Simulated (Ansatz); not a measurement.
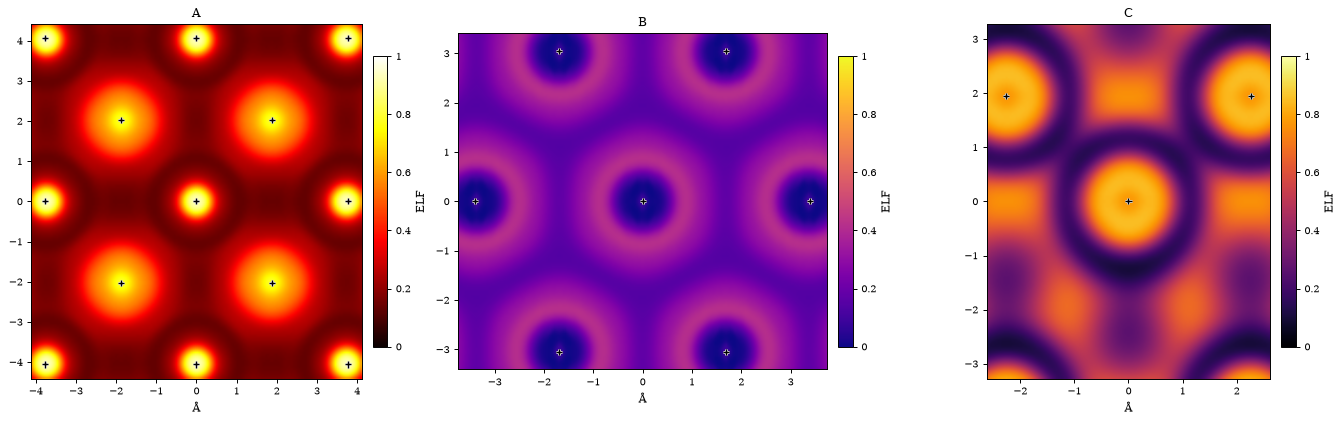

The ELF of 3 systems, each on a plane through atoms (crosses mark nuclei in the plane).

These are results of DFT PBEsol, scalar-relativistic, plane waves, PAW in Ansatz, not measurements.

System 1: Hf, the (110) plane of the conventional cell. Space group P6₃/mmc; computed pressure about −2 GPa in this cell.

```cif
data_structure
_symmetry_space_group_name_H-M 'P 1'
_symmetry_Int_Tables_number 1
_cell_length_a 3.3746
_cell_length_b 3.3746
_cell_length_c 4.5385
_cell_angle_alpha 90.000
_cell_angle_beta 90.000
_cell_angle_gamma 120.000
_cell_volume 44.76
loop_
_atom_site_label
_atom_site_type_symbol
_atom_site_fract_x
_atom_site_fract_y
_atom_site_fract_z
_atom_site_occupancy
Hf1 Hf 0.33333 0.66667 0.25000 1
Hf2 Hf 0.66667 0.33333 0.75000 1
```

System 2: CuAu, the (110) plane of the conventional cell. Space group P4/mmm; changed on purpose from its base cell (strain +0.025 along x and y, +0.025 along z, atoms carried along); computed pressure about −12 GPa in this cell; computed without spin polarisation.

```cif
data_structure
_symmetry_space_group_name_H-M 'P 1'
_symmetry_Int_Tables_number 1
_cell_length_a 2.8700
_cell_length_b 2.8700
_cell_length_c 3.7618
_cell_angle_alpha 90.000
_cell_angle_beta 90.000
_cell_angle_gamma 90.000
_cell_volume 30.99
loop_
_atom_site_label
_atom_site_type_symbol
_atom_site_fract_x
_atom_site_fract_y
_atom_site_fract_z
_atom_site_occupancy
Cu1 Cu 0.50000 0.50000 0.50000 1
Au1 Au 0.00000 0.00000 0.00000 1
```

System 3: Tl, the (011) plane of the conventional cell. Space group I4/mmm; computed without spin polarisation.

```
CELL_PARAMETERS angstrom
3.39124 0.00000 0.00000
0.00000 3.39124 0.00000
0.00000 0.00000 5.08686
ATOMIC_POSITIONS crystal
Tl 0.00000 0.00000 0.00000
Tl 0.50000 0.50000 0.50000
```

Question: Match each panel to its system.

Answer: Panel A is system 2, CuAu: the plane holds Cu and Au. Cu–Au (2.77 Å): the ELF is about 0.25 at the midpoint (no shared electron pair shows on this line). Panel B is system 3, Tl: the plane holds Tl. Tl–Tl (3.39 Å): the ELF is about 0.20 at the midpoint; no localised pair shows between them. Panel C is system 1, Hf: the plane holds Hf. Hf–Hf (2.99 Å): the ELF is about 0.20 at the midpoint (no localised pair shows between them).
